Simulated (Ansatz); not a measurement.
Geometry relaxation, with input and output: Al$_{4}$Ru$_{5}$ (part 2 of 2)

The same run, continued: Al$_{4}$Ru$_{5}$ (slab, 9 atoms in the cell); DFT PBEsol, scalar-relativistic, plane waves, PAW, no spin polarisation (Ansatz 0.2.0); cutoff 420 eV, 9×9×1 k-mesh, Gaussian smearing of 0.1 eV. The structure derives from an entry of the Crystallography Open Database. The input holds or restrains some coordinates. Forces given for the steps count only the free coordinates. It belongs to a series of runs on one base structure; here: clean surface, atoms relaxed.

Geometry of the input (Å; fractional positions):
```
2.9916  0.0000  0.0000
0.0000  2.9916  0.0000
0.0000  0.0000  31.9664
Ru 0.5000  0.5000  0.3128
Al 0.0000  0.0000  0.3596
Ru 0.5000  0.5000  0.4064
Al 0.0000  0.0000  0.4532
Ru 0.5000  0.5000  0.5000
Al 0.0000  0.0000  0.5468
Ru 0.5000  0.5000  0.5936
Al 0.0000  0.0000  0.6404
Ru 0.5000  0.5000  0.6872
```

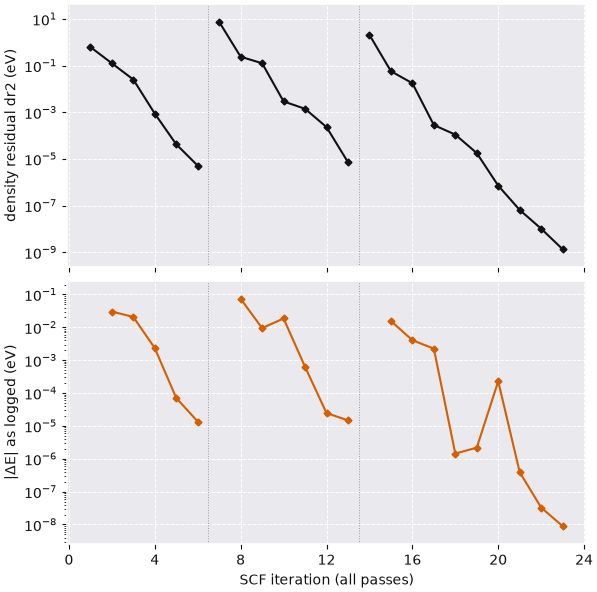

Figure 1. Convergence of the self-consistent field: density residual dr2 and size of the energy change against the SCF iteration. The dotted lines part the SCF passes of the relaxation: geometry steps, rejected trials and re-solves on a re-selected basis. The passes take 6, 7 and 10 iterations.

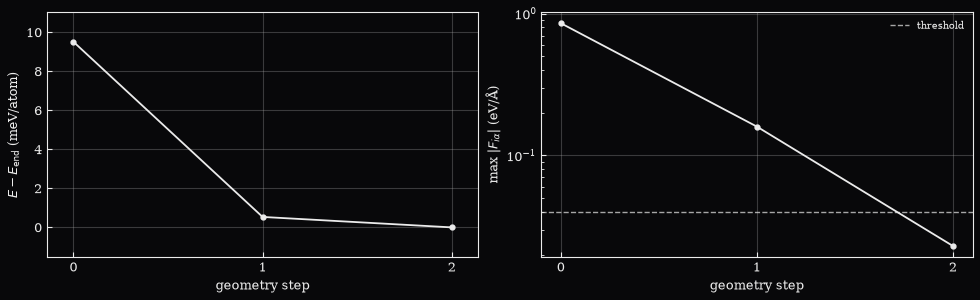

Figure 2. Progress of the restrained relaxation, step by step (the first geometry is step 0 here and step 1 in the log).

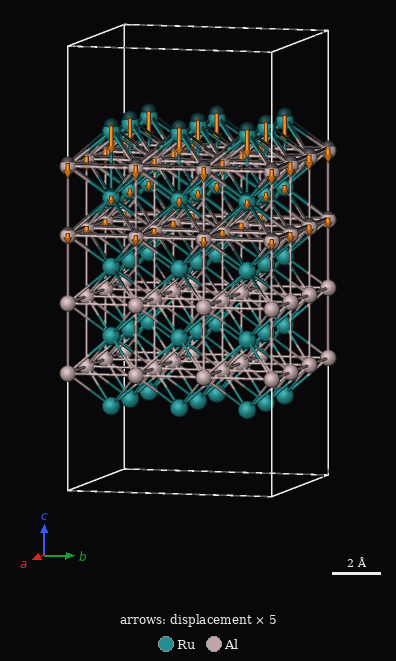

Figure 3. Start (faint) and end (solid) with the displacements as orange arrows, magnified 5 times (ball-and-stick view of the 3 × 3 repeat of the cell, with the vacuum cut short, seen slightly off an axis). After 2 geometry steps the energy has fallen by 9.5 meV per atom. The largest force component goes from 0.86 to 0.023 eV/Å. The largest move is that of Ru9, 0.25 Å. By element the largest moves are Ru 0.25 Å, Al 0.13 Å. The cell stays as it was. Among the contacts that change: Ru7–Ru9 2.992 → 2.831 Å, Al4–Al6 2.992 → 2.898 Å, Al8–Ru9 2.591 → 2.526 Å, Al6–Al8 2.992 → 2.951 Å. Among the angles that change: Al8–Ru9–Al8 109.5° → 113.7°, Ru7–Ru9–Al8 54.7° → 56.9°, Al8–Ru9–Al8 70.5° → 72.6°. (Atoms are counted from 1 in the order of the input.)

```
SCF converged after 10 iterations
Free energy (F): -31181.226423 eV
Harris-Foulkes:  -31181.226423 eV  (|F-HF|=4.49e-9)
Internal energy: -31181.170440 eV  (E = F + TS)
E sigma→0 (E₀):  -31181.198432 eV
Entropy (-TS):   -0.055983 eV (-6.220 meV/atom)
Fermi energy:    4.521860 eV
Dipole field:    D = 0.002728 V/Å  (p = 0.004313 e·Å, saw-weighted, corrected)
Work function:   Φ+ = 4.4055 eV   Φ− = 4.4927 eV
Levels:          The Fermi level and band energies are counted from a zero that moves with the ramp; work functions are not
--- Per-component energies (eV) ---
  E_band       = -1692.790231
  E_kinetic    = 2683.644639
  E_local      = -151649.912646  (includes V_loc(G=0)·N_el)
  E_nonlocal   = 1776.579577
  E_hartree    = 73972.596371
  E_xc         = -1106.836803
  E_vxc        = -1312.136250  (∫ρ·V_xc dr)
  E_paw        = -18822.971006  (= ΣΔE_a)
  E_vpaw       = -1136.186490  (= ΣTr[D̂ρ^β])
  E_aug_tail   = -0.000968  (compensation charges beyond the density's cutoff)
  E_efield     = 0.000006  (sawtooth field / dipole correction)
  E_vefield    = 0.018618  (∫n·V_field dr)
  E_ewald      = 61964.387354
  E_core_change = 1.343036  (= ΣΔE_core)
  E_smearing   = -0.055983  (= −TS)
  E_closure    = -0.000000  (closes the sum)
  Σ components = -31181.226423   (vs F -31181.226423, Δ=0.00e0)
--- Forces (eV/Å), atoms counted from 1 ---
  atom   1  Ru     0.00000000    -0.00000000     0.84999709
  atom   2  Al    -0.00000000    -0.00000000    -0.26892251
  atom   3  Ru    -0.00000000     0.00000000    -0.50682935
  atom   4  Al    -0.00000000    -0.00000000    -0.09745943
  atom   5  Ru    -0.00000000    -0.00000000    -0.01205407
  atom   6  Al    -0.00000000     0.00000000    -0.00229636
  atom   7  Ru     0.00000000    -0.00000000     0.02300982
  atom   8  Al     0.00000000     0.00000000     0.02058616
  atom   9  Ru    -0.00000000     0.00000000    -0.00605339
  max |Σ_I F_I| component: 2.21e-5 eV/Å
--- Band table (eV; the first three rows and the last of 15) ---
  k-point 0: bands = ["-67.3180", "-67.2586", "-67.2093", "-67.1855", "-67.1648", "-37.5137", "-37.4205", "-37.2802", "-37.2646", "-37.2646", "-37.2553", "-37.2148", "-37.2071", "-37.2071", "-37.1424", "-37.1424", "-37.1332", "-37.1332", "-37.1174", "-37.1174", "-5.0191", "-4.3531", "-3.3529", "-1.9970", "-0.9050", "0.4925", "0.8808", "0.9112", "1.1437", "1.3455", "1.4154", "1.4795", "1.8540", "1.9169", "2.9038", "2.9038", "3.2907", "3.2907", "3.9256", "3.9256", "4.4684", "4.5119", "4.5119", "4.5327", "4.6526", "4.7541", "4.7590", "4.7590", "4.8816", "5.1082", "5.1703", "7.1556", "7.7945", "8.5701", "9.0061", "9.1084"]
  k-point 1: bands = ["-67.3162", "-67.2568", "-67.2076", "-67.1837", "-67.1630", "-37.5108", "-37.4177", "-37.2894", "-37.2777", "-37.2625", "-37.2532", "-37.2316", "-37.2126", "-37.2050", "-37.1653", "-37.1579", "-37.1407", "-37.1405", "-37.1311", "-37.1155", "-4.7863", "-4.1344", "-3.1626", "-1.8788", "-0.6644", "0.5538", "0.9621", "0.9855", "1.2093", "1.4087", "1.4740", "1.6160", "1.9693", "2.0432", "2.8434", "2.9483", "3.0402", "3.3295", "3.5574", "3.9450", "4.1330", "4.3501", "4.4174", "4.5022", "4.5715", "4.6413", "4.7803", "4.8385", "4.9159", "4.9248", "4.9865", "7.2225", "7.9932", "8.7825", "9.2279", "9.3257"]
  k-point 2: bands = ["-67.3116", "-67.2522", "-67.2032", "-67.1793", "-67.1584", "-37.5034", "-37.4106", "-37.3512", "-37.2933", "-37.2716", "-37.2572", "-37.2478", "-37.2228", "-37.2197", "-37.2073", "-37.1997", "-37.1991", "-37.1357", "-37.1257", "-37.1106", "-4.1156", "-3.5118", "-2.6465", "-1.6410", "-0.0260", "0.7188", "1.0273", "1.1132", "1.2123", "1.3714", "1.6659", "2.0153", "2.3419", "2.4161", "2.8025", "2.8748", "3.0646", "3.1222", "3.4269", "3.6088", "3.7555", "3.8561", "3.8872", "4.0882", "4.1517", "4.4446", "4.5283", "4.6650", "4.8574", "5.2807", "5.4161", "7.3053", "8.1503", "8.1955", "9.2849", "9.3807"]
  k-point 14: bands = ["-67.2880", "-67.2287", "-67.1807", "-67.1566", "-67.1347", "-37.4682", "-37.4422", "-37.4418", "-37.3838", "-37.3834", "-37.3763", "-37.3113", "-37.3108", "-37.3092", "-37.3089", "-37.2870", "-37.2866", "-37.2417", "-37.2203", "-37.1793", "-1.4823", "-1.0671", "-0.5522", "-0.1981", "-0.0189", "0.3002", "0.4276", "0.6832", "0.8335", "1.0877", "1.1812", "1.2624", "2.1259", "2.2481", "2.3651", "3.4459", "3.4703", "3.4808", "4.3654", "4.3753", "4.8008", "5.2050", "5.5183", "5.5968", "5.7698", "5.8312", "5.8452", "6.2888", "6.5832", "6.7997", "7.6012", "7.8312", "7.9909", "8.4792", "9.0039", "9.1465"]
--- Relaxed structure (3 steps of the walk, 3 accepted, 0 SCFs on fresh bases) ---
  F+E_penalty+E_count = -31181.22642286 eV   max|allowed force component| = 2.301e-2 eV/Å
  atoms:
    - { symbol: Ru, position: [0.49999999999999994, 0.49999999999999994, 0.3128284718] }
    - { symbol: Al, position: [0.0, 0.0, 0.3596213492] }
    - { symbol: Ru, position: [0.49999999999999994, 0.49999999999999994, 0.4064142359] }
    - { symbol: Al, position: [0.0, 0.0, 0.4532071133] }
    - { symbol: Ru, position: [0.49999999999999994, 0.49999999999999994, 0.4986147003612362] }
    - { symbol: Al, position: [-6.090723417035746e-18, 3.090140303870414e-33, 0.5438590874205455] }
    - { symbol: Ru, position: [0.49999999999999994, 0.49999999999999994, 0.5907905664140932] }
    - { symbol: Al, position: [-8.749848568971337e-18, 2.575116919892012e-33, 0.6361639955498233] }
    - { symbol: Ru, position: [0.49999999999999994, 0.49999999999999994, 0.6793567117649122] }
```

Trajectory as extended XYZ (Å, eV, eV/Å), 3 frames, from step=1 to step=3:
```
9
Lattice="2.9916 0.0000 0.0000 0.0000 2.9916 0.0000 0.0000 0.0000 31.9664" Properties=species:S:1:pos:R:3:forces:R:3 step=1 energy=-31181.14076
Ru    1.4958    1.4958   10.0000    0.0000   0.0000   0.8556
Al    0.0000    0.0000   11.4958    0.0000   0.0000  -0.2715
Ru    1.4958    1.4958   12.9916    0.0000   0.0000  -0.3686
Al    0.0000    0.0000   14.4874    0.0000   0.0000   0.2282
Ru    1.4958    1.4958   15.9832    0.0000   0.0000   0.0000
Al    0.0000    0.0000   17.4790    0.0000   0.0000  -0.2282
Ru    1.4958    1.4958   18.9748    0.0000   0.0000   0.3686
Al    0.0000    0.0000   20.4706    0.0000   0.0000   0.2715
Ru    1.4958    1.4958   21.9664    0.0000   0.0000  -0.8556
9
Lattice="2.9916 0.0000 0.0000 0.0000 2.9916 0.0000 0.0000 0.0000 31.9664" Properties=species:S:1:pos:R:3:forces:R:3 step=2 energy=-31181.22160
Ru    1.4958    1.4958   10.0000    0.0000   0.0000   0.8560
Al    0.0000    0.0000   11.4958    0.0000   0.0000  -0.2606
Ru    1.4958    1.4958   12.9916    0.0000   0.0000  -0.4511
Al    0.0000    0.0000   14.4874    0.0000   0.0000   0.0626
Ru    1.4958    1.4958   15.9615    0.0000   0.0000   0.0123
Al    0.0000    0.0000   17.4328    0.0000   0.0000  -0.1597
Ru    1.4958    1.4958   18.9356    0.0000   0.0000  -0.0551
Al    0.0000    0.0000   20.3825    0.0000   0.0000   0.0618
Ru    1.4958    1.4958   21.7717    0.0000   0.0000  -0.0680
9
Lattice="2.9916 0.0000 0.0000 0.0000 2.9916 0.0000 0.0000 0.0000 31.9664" Properties=species:S:1:pos:R:3:forces:R:3 step=3 energy=-31181.22642
Ru    1.4958    1.4958   10.0000    0.0000   0.0000   0.8500
Al    0.0000    0.0000   11.4958    0.0000   0.0000  -0.2689
Ru    1.4958    1.4958   12.9916    0.0000   0.0000  -0.5068
Al    0.0000    0.0000   14.4874    0.0000   0.0000  -0.0975
Ru    1.4958    1.4958   15.9389    0.0000   0.0000  -0.0121
Al    0.0000    0.0000   17.3852    0.0000   0.0000  -0.0023
Ru    1.4958    1.4958   18.8854    0.0000   0.0000   0.0230
Al    0.0000    0.0000   20.3359    0.0000   0.0000   0.0206
Ru    1.4958    1.4958   21.7166    0.0000   0.0000  -0.0061
```
